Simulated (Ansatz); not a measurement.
## AlN: a changed input and its effect

System: AlN (R3m, 2 atoms in the cell).
Method of the first run: DFT, r2SCAN, plane waves, PAW, no spin polarisation (Ansatz 0.2.0).

The structure was built on a prototype by a generator. The geometry comes from this level: r2SCAN (a point of a series of strains). Text and figures count atoms from 1; the logs count them from 0 in places.

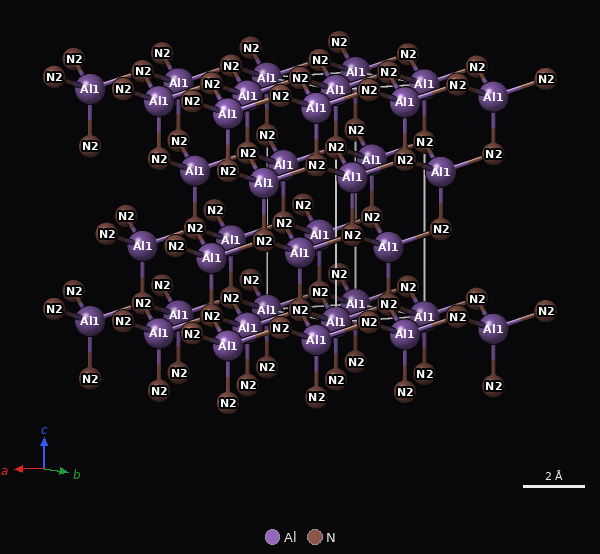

**Figure 1.** The structure (ball-and-stick view of the cell 3 times as large as that of the calculation, set on its symmetry axes, repeated 3 × 2 × 1, seen at an oblique angle; bonded neighbours outside the cell are drawn too; atoms are numbered from 1 in the order of the input). Near neighbours in the crystal (not all of them lie inside the picture): Al has 4 N at 1.91 to 1.95 Å; N has 4 Al at 1.91 to 1.95 Å.

**Input, the first run**
```yaml
crystal:
  lattice:
    - [0.058263371, 2.2431397838, 2.2431397838]
    - [2.2431397838, 0.058263371, 2.2431397838]
    - [2.2431397838, 2.2431397838, 0.058263371]
  atoms:
    - { symbol: Al, position: [0.0012904072, 0.0012904072, 0.0012904072] }
    - { symbol: "N", position: [0.2487095928, 0.2487095928, 0.2487095928] }
kpoints:
  mp_grid: { grid: [10, 10, 10] }
  band_path:
    path:
      - [0.0, 0.0, 0.0]
      - [-0.5, -0.5, 0.0]
      - [-0.375, -0.375, 0.25]
      - [-0.375, 0.0, 0.375]
      - [0.0, 0.0, 0.5]
      - [-0.5, -0.25, 0.25]
    npoints: 1
hamiltonian:
  xc: r2scan
scf:
  occupations: { method: fixed }
  n_extra_bands: 4
output:
  forces: true
  stress: true
  eigenvalues: true
```

Command:
```bash
ansatz run input.yaml --threads 2 --pin off --max-ram 2211MiB --backend cpu --events-out ev --progress --plain --runs-dir out
```

Hardware: 2 threads of an x86-64 CPU, shared host.

**Output, shortened to warnings, some set-up lines, iterations and results (the first run)**
```
Basis set: ecut = 500 eV, 549 PW (Γ), exchange–correlation on 96×96×96 points (64 copies of the dense FFT grid, shifted against one another)
Symmetry: 6 space group operations
k-points: 116 of 1000 (time reversal used)
Initial density: superposition of atomic densities (neutral atoms: chi_scale 0, normalization atom), corrected by the library's trained network
[...]
SCF iter   1: F=—  HF=-928.324323 eV  |F-HF|=—  |Δ(HF+E_count)|=         —  Δρ=6.93e-3  dr2=1.15e-2  dr2_τ=1.40e-1  ethr=1.77e-3  ⟨swp⟩=4.9  Hψ=6236  notcnv=0  defer=27
SCF iter   2: F=—  HF=-928.390571 eV  |F-HF|=—  |Δ(HF+E_count)|=   6.62e-2  Δρ=4.59e-3  dr2=1.99e-3  dr2_τ=2.24e-4  ethr=1.44e-4  ⟨swp⟩=2.3  Hψ=2587  notcnv=0  defer=232
SCF iter   3: F=—  HF=-928.390354 eV  |F-HF|=—  |Δ(HF+E_count)|=   2.17e-4  Δρ=1.13e-3  dr2=1.98e-4  dr2_τ=4.17e-5  ethr=2.48e-5  ⟨swp⟩=2.0  Hψ=1160  notcnv=0  defer=232
SCF iter   4: F=—  HF=-928.390321 eV  |F-HF|=—  |Δ(HF+E_count)|=   3.29e-5  Δρ=2.49e-4  dr2=1.53e-5  dr2_τ=8.16e-7  ethr=2.48e-6  ⟨swp⟩=2.9  Hψ=1590  notcnv=0  defer=232
SCF iter   5: F=—  HF=-928.390317 eV  |F-HF|=—  |Δ(HF+E_count)|=   3.41e-6  Δρ=3.67e-5  dr2=3.08e-7  dr2_τ=3.68e-8  ethr=1.92e-7  ⟨swp⟩=2.6  Hψ=1329  notcnv=0
SCF iter   6: F=-928.390317 eV  HF=-928.390317 eV  |F-HF|=1.28e-8  |Δ(HF+E_count)|=   7.88e-8  Δρ=1.27e-5  dr2=4.01e-8  dr2_τ=8.32e-10  ethr=1.25e-9  ⟨swp⟩=5.7  Hψ=4911  …
SCF 1 converged in 6 iterations: F = -928.390317 eV  dr2 = 4.01e-8
NSCF: frozen V_eff on 6 k-points
SCF converged after 6 iterations
Free energy (F): -928.390317 eV
Harris-Foulkes:  -928.390317 eV  (|F-HF|=1.28e-8)
Internal energy: -928.390317 eV  (E = F + TS)
E sigma→0 (E₀):  -928.390317 eV
Fermi energy:    6.403027 eV
--- Per-component energies (eV) ---
  E_band       = 8.833313
  E_kinetic    = 158.707428
  E_local      = -227.130307  (includes V_loc(G=0)·N_el)
  E_nonlocal   = 53.940049
  E_hartree    = 79.279957
  E_xc         = -98.289684
  E_vxc        = -118.408805  (∫ρ·V_xc dr)
  E_paw        = -602.189871  (= ΣΔE_a)
  E_vpaw       = -23.215142  (= ΣTr[D̂ρ^β])
  E_aug_tail   = 0.000017  (compensation charges beyond the density's cutoff)
  E_vtau       = 6.383262  (kinetic-family band-sum trace: ∫τ·v_τ [+ j·A + Jᵃ·Aᵃ] dr)
  E_ewald      = -292.618234
  E_core_change = -0.089673  (= ΣΔE_core)
  E_smearing   = -0.000000  (= −TS)
  E_closure    = 0.000000  (closes the sum)
  Σ components = -928.390317   (vs F -928.390317, Δ=0.00e0)
--- Forces (eV/Å), atoms counted from 1 ---
  atom   1  Al    -0.00343109    -0.00343109    -0.00343109
  atom   2  N      0.00341664     0.00341664     0.00341664
  max |Σ_I F_I| component: 1.45e-5 eV/Å
--- Stress (GPa, compression-positive) ---
       -7.531578      -4.989291      -4.989291
       -4.989291      -7.531578      -4.989291
       -4.989291      -4.989291      -7.531578
  P = ⅓ Tr σ = -7.5316 GPa (-75.316 kbar)
```

The input of the second run differs as follows (lines with − go, lines with + come):
```diff
-  xc: r2scan
+  xc: pbe
-  occupations: { method: fixed }
+  occupations: { method: fermi_dirac, width: 0.02 }
```

Predict how the results change.

The total energies belong to different methods, so their difference says nothing on which is more stable or more accurate. The gap on the mesh goes from 3.78 to 3.18 eV. The pressure goes from −7.53 to −2.94 GPa. The largest force goes from 0.006 to 0.029 eV/Å. The functional changes from r2SCAN to PBE. The number of SCF iterations is the same. The default cutoff goes from 500 to 420 eV with the change. The plane waves at Γ go from 549 to 423.

**Output, shortened to warnings, some set-up lines, iterations and results (the second run)**
```
Basis set: ecut = 420 eV, 423 PW (Γ), exchange–correlation on 48×48×48 points (8 copies of the dense FFT grid, shifted against one another)
Symmetry: 6 space group operations
k-points: 116 of 1000 (time reversal used)
Initial density: superposition of atomic densities (neutral atoms: chi_scale 0, normalization atom), corrected by the library's trained network
[...]
SCF iter   1: F=—  HF=-924.182760 eV  |F-HF|=—  |Δ(HF+E_count)|=         —  Δρ=8.31e-4  dr2=6.93e-5  ethr=1.77e-3  ⟨swp⟩=4.9  Hψ=6865  notcnv=0
SCF iter   2: F=—  HF=-924.182907 eV  |F-HF|=—  |Δ(HF+E_count)|=   1.48e-4  Δρ=3.81e-4  dr2=1.36e-5  ethr=8.66e-7  ⟨swp⟩=2.2  Hψ=2296  notcnv=0
SCF iter   3: F=—  HF=-924.182943 eV  |F-HF|=—  |Δ(HF+E_count)|=   3.54e-5  Δρ=1.99e-4  dr2=6.54e-6  ethr=1.70e-7  ⟨swp⟩=2.0  Hψ=1361  notcnv=0
SCF iter   4: F=-924.182943 eV  HF=-924.182942 eV  |F-HF|=2.53e-7  |Δ(HF+E_count)|=   2.82e-7  Δρ=3.04e-5  dr2=6.46e-8  ethr=8.17e-8  ⟨swp⟩=2.5  Hψ=1332  notcnv=0
SCF iter   5: F=-924.182943 eV  HF=-924.182943 eV  |F-HF|=6.56e-9  |Δ(HF+E_count)|=   2.58e-7  Δρ=5.96e-6  dr2=3.50e-9  ethr=8.08e-10  ⟨swp⟩=2.6  Hψ=1414  notcnv=0
SCF iter   6: F=-924.182943 eV  HF=-924.182943 eV  |F-HF|=5.76e-11  |Δ(HF+E_count)|=   7.26e-9  Δρ=7.02e-7  dr2=3.85e-11  ethr=4.37e-11  ⟨swp⟩=1.4  Hψ=2821  notcnv=0
SCF 1 converged in 6 iterations: F = -924.182943 eV  dr2 = 3.85e-11
NSCF: frozen V_eff on 6 k-points
SCF converged after 6 iterations
Free energy (F): -924.182943 eV
Harris-Foulkes:  -924.182943 eV  (|F-HF|=5.76e-11)
Internal energy: -924.182943 eV  (E = F + TS)
E sigma→0 (E₀):  -924.182943 eV
Fermi energy:    8.253412 eV
--- Per-component energies (eV) ---
  E_band       = 12.682316
  E_kinetic    = 157.739458
  E_local      = -226.528698  (includes V_loc(G=0)·N_el)
  E_nonlocal   = 55.167387
  E_hartree    = 78.312797
  E_xc         = -101.332784
  E_vxc        = -107.306652  (∫ρ·V_xc dr)
  E_paw        = -594.922966  (= ΣΔE_a)
  E_vpaw       = -23.014898  (= ΣTr[D̂ρ^β])
  E_aug_tail   = 0.000098  (compensation charges beyond the density's cutoff)
  E_ewald      = -292.618234
  E_smearing   = -0.000000  (= −TS)
  E_closure    = 0.000000  (closes the sum)
  Σ components = -924.182943   (vs F -924.182943, Δ=0.00e0)
--- Forces (eV/Å), atoms counted from 1 ---
  atom   1  Al     0.01660034     0.01660034     0.01660034
  atom   2  N     -0.01660028    -0.01660028    -0.01660028
  max |Σ_I F_I| component: 6.77e-8 eV/Å
--- Stress (GPa, compression-positive) ---
       -2.940500      -4.744514      -4.744514
       -4.744514      -2.940500      -4.744514
       -4.744514      -4.744514      -2.940500
  P = ⅓ Tr σ = -2.9405 GPa (-29.405 kbar)
```

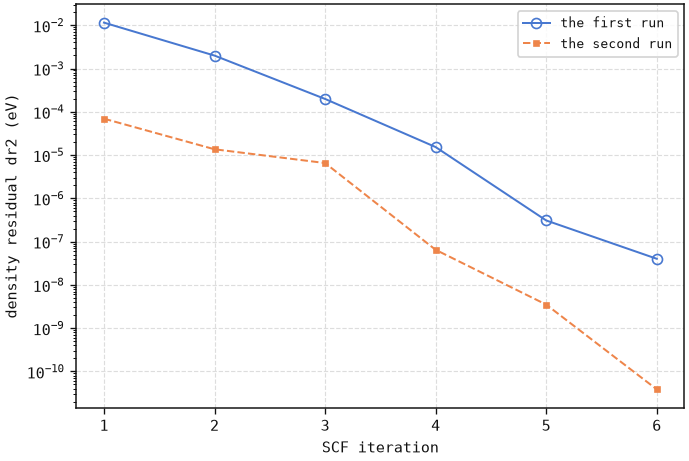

**Figure 2.** Convergence of the two runs: density residual dr2 against the SCF iteration. The first run takes 6 iterations in all, and the second run takes 6.

**The two runs side by side**

```csv
quantity,the first run,the second run
outcome,converged,converged
free energy per atom (eV),−464.1952,−462.0915
gap on the mesh (eV),3.78,3.18
pressure (GPa),−7.53,−2.94
largest force (eV/Å),0.006,0.029
SCF iterations,6,6
irreducible k-points,116,116
plane waves at Γ,549,423
wall time (shared host),3 s,1.6 s
```

For the first run: The cell is under a tension of 7.5 GPa at this level, so it is not at its equilibrium volume.
